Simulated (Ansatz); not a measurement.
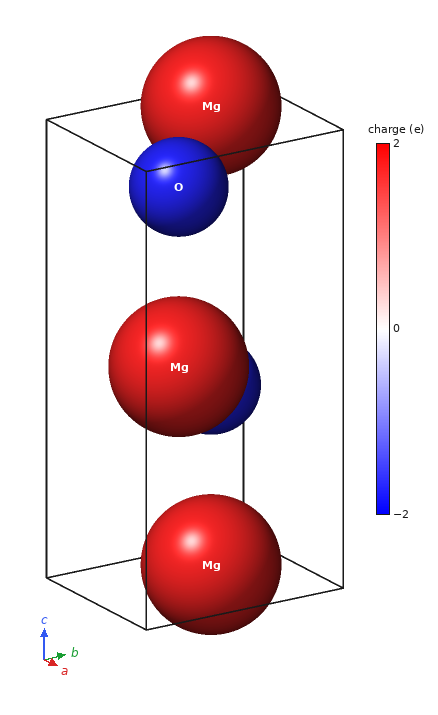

Spheres-only representation of a periodic structure, projected slightly off an axis. The lines enclose the simulation cell; boundary atoms appear with their images. The atoms of this MgO cell are coloured by their Bader charge.

Computational set-up: Ansatz 0.2.0, DFT PBEsol, scalar-relativistic, plane waves, PAW, a kinetic-energy cutoff of 420 eV, k-grid 12×12×6, Gaussian smearing of 0.02 eV, no spin polarisation.

### Summarise the charge transfer.

Most positive: Mg; most negative: O. Charges: about Mg +1.7 e; O -1.7 e. The transfer is large, as in an ionic solid.

The initial geometry was a structure listed in the Materials Project. Earlier steps of the study may have refined or changed the cell and positions. Ansatz was used for an electronic-structure calculation on it.
